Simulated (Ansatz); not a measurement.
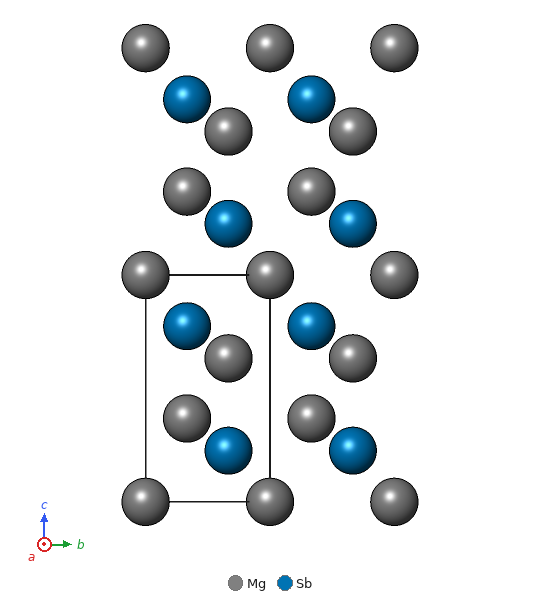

The picture looks along a close-packed row of the hexagonal mesh; c points upwards. Every atom sits on one of the three columns of the mesh; call them A, B, C in the order in which they first turn up. The sequence starts with the first layer at or above the cell's origin.

The compound is Mg3Sb2, taken as the end point of a relaxation with Ansatz, DFT, PBE, plane waves, PAW.

Q: Give the sequence of layers in one repeat, with element and column.

A: Mg(A) – Sb(B) – Mg(C) – Mg(B) – Sb(C) (five layers in 7.26 Å).

Q: How are the Sb layers alone stacked?

A: Sb layers alone: BC, the hexagonal close-packed type.

Q: Which positions between or in the Sb layers do the other atoms fill?

A: Mg: two tetrahedral sites and one octahedral site (per hexagonal cell).
